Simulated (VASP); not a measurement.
**Se: 7 runs along one coordinate**

System: Se (Pm-3m, 1 atom in the cell).
Method: Kohn-Sham DFT of a periodic cell, r2SCAN, VASP PAW PBE potentials, recommended, no spin polarisation (VASP 6.6.1).

The 7 runs differ only in the geometry, by an even scaling of the cell at fixed fractional positions. The structure derives from a Materials Project entry.

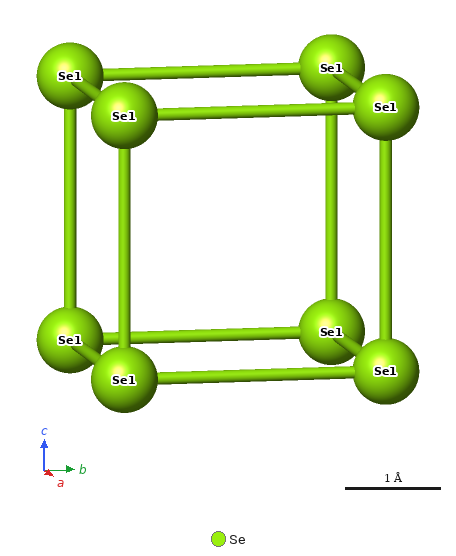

Figure 1. The structure of run 4 (ball-and-stick view of the cell of the calculation, seen slightly off an axis; atoms are numbered from 1 in the order of the input).

### INCAR of run 4
```
PREC = Accurate ; ENCUT = 520
EDIFF = 1E-7 ; ISMEAR = -1
SIGMA = 0.05 ; LREAL = F
LASPH = T ; NELM = 80
ALGO = Normal ; ISIF = 2
LWAVE = F ; LCHARG = F
METAGGA = R2SCAN ; LMIXTAU = T
```

### KPOINTS of run 4
```
Automatic mesh
0
Gamma
  9 9 9
```

### POSCAR of run 4
```
Se
1.0
    2.8105630200      0.0000000000      0.0000000000
    0.0000000000      2.8105630200      0.0000000000
    0.0000000000      0.0000000000      2.8105630200
Se
1
Direct
    0.0000000000      0.0000000000      0.0000000000
```

Command:
```bash
cat potpaw_PBE.64/Se/POTCAR > POTCAR
mpirun -np 1 vasp_std > vasp.out
```

Lattice vectors (Å) and fractional positions of run 4:
```
   2.810563    0.000000    0.000000
   0.000000    2.810563    0.000000
   0.000000    0.000000    2.810563
Se  0.000000  0.000000  0.000000
```

Run 3 has the same physical settings and fractional positions; its lattice vectors (Å) are:
```
   2.791700    0.000000    0.000000
   0.000000    2.791700    0.000000
   0.000000    0.000000    2.791700
```

### Results, with one run withheld

```tsv
run	volume per atom (Å³)	free energy per atom, from the lowest run given (meV)	pressure (GPa)
1	20.869	28.02	6.25
2	21.313	13.51	4.22
3	21.757	?	?
4	22.201	0.02	0.74
5	22.645	0.00	−0.74
6	23.089	3.89	−2.08
7	23.533	11.31	−3.29
```

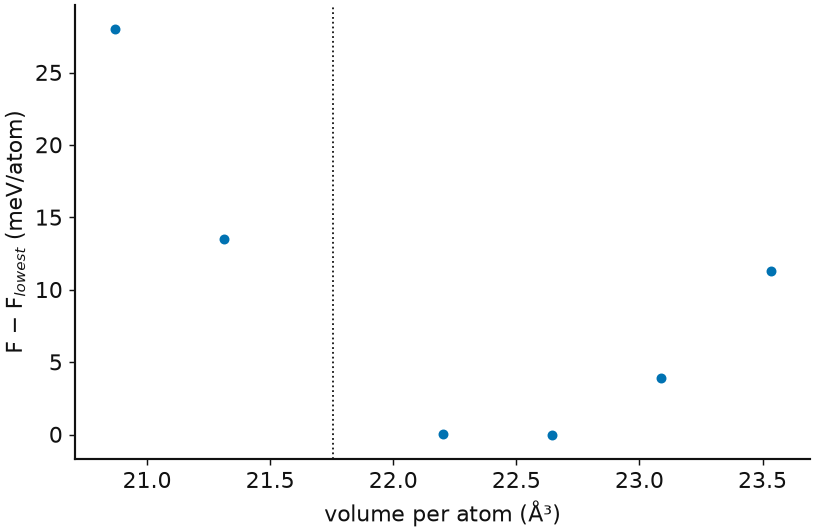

Figure 2. Free energy per atom of the runs given; the dotted line marks run 3.

What should run 3 give?

A cubic polynomial in V^(−2/3) (the Birch–Murnaghan form), fitted to the 6 runs given, misses them by at most 0.01 meV per atom. With x = V^(−2/3) − 0.12644 Å⁻², it reads F = −0.16256 + 1013.4 x + 7.4719e+05 x² + 7.7522e+05 x³ (meV per atom). At run 3 it gives 4.36 meV per atom, and the run itself gives 4.38. The slope of the fit gives a pressure −dF/dV of 2.41 GPa there, and the run prints 2.26 GPa. The two needn't agree exactly: the fit is approximate, and the printed stress is taken on a finite basis. The fit has its minimum at 22.422 Å³ per atom, where V d²F/dV² gives 74.9 GPa: the bulk modulus at this level, since symmetry fixes the shape and the positions.

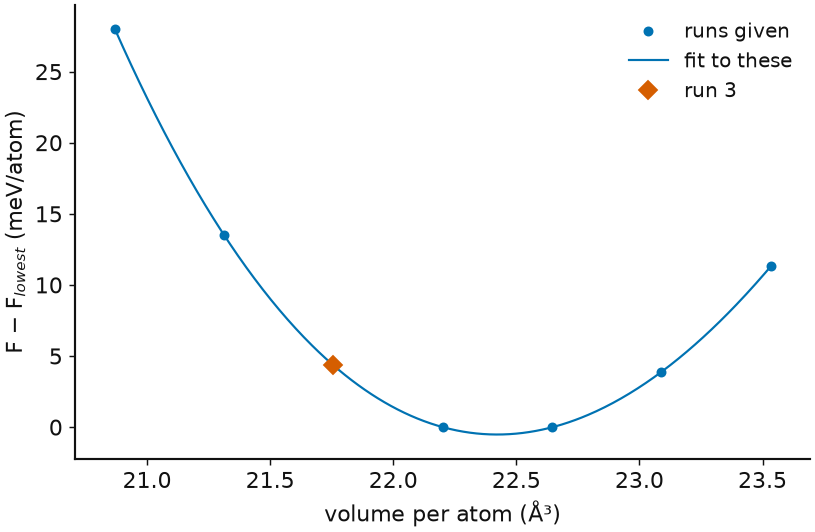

Figure 3. The fit and the withheld run.

### OSZICAR and lines of OUTCAR (run 3)
```
N       E                     dE             d eps       ncg     rms          rms(c)
DAV:   1    -0.625051363117E+00   -0.62505E+00   -0.30265E+03   490   0.765E+02
DAV:   2    -0.150461651254E+02   -0.14421E+02   -0.13985E+02   658   0.862E+01
DAV:   3    -0.153100603769E+02   -0.26390E+00   -0.26365E+00   581   0.134E+01
DAV:   4    -0.153104168473E+02   -0.35647E-03   -0.35647E-03   721   0.574E-01
DAV:   5    -0.153104171781E+02   -0.33081E-06   -0.33038E-06   581   0.127E-02    0.405E+00
DAV:   6    -0.139250398813E+02    0.13854E+01   -0.19628E-01   525   0.426E+00    0.259E+00
DAV:   7    -0.145300071476E+02   -0.60497E+00   -0.18298E-01   497   0.446E+00    0.251E-01
DAV:   8    -0.140453368021E+02    0.48467E+00   -0.15037E-01   504   0.370E+00    0.156E-01
DAV:   9    -0.140500410027E+02   -0.47042E-02   -0.13964E-03   616   0.471E-01    0.577E-02
DAV:  10    -0.140481551498E+02    0.18859E-02   -0.71545E-05   609   0.895E-02    0.112E-01
DAV:  11    -0.140523788452E+02   -0.42237E-02   -0.12237E-03   518   0.405E-01    0.566E-02
DAV:  12    -0.140525886031E+02   -0.20976E-03   -0.70614E-05   539   0.996E-02    0.527E-02
DAV:  13    -0.140525942293E+02   -0.56262E-05   -0.11819E-06   630   0.109E-02    0.573E-02
DAV:  14    -0.140525937259E+02    0.50336E-06   -0.31266E-07   364   0.618E-03
   1 F= -.14052594E+02 E0= -.14049308E+02  d E =-.657134E-02
[... from OUTCAR:]
  free energy    TOTEN  =       -14.05259373 eV
  energy without entropy =      -14.04602238  energy(sigma->0) =      -14.04930805
 E-fermi :   4.9795     XC(G=0): -10.6149     alpha+bet : -9.8688
  free  energy   TOTEN  =       -14.0525937259 eV
  energy  without entropy=      -14.0460223812  energy(sigma->0) =      -14.04930805
```
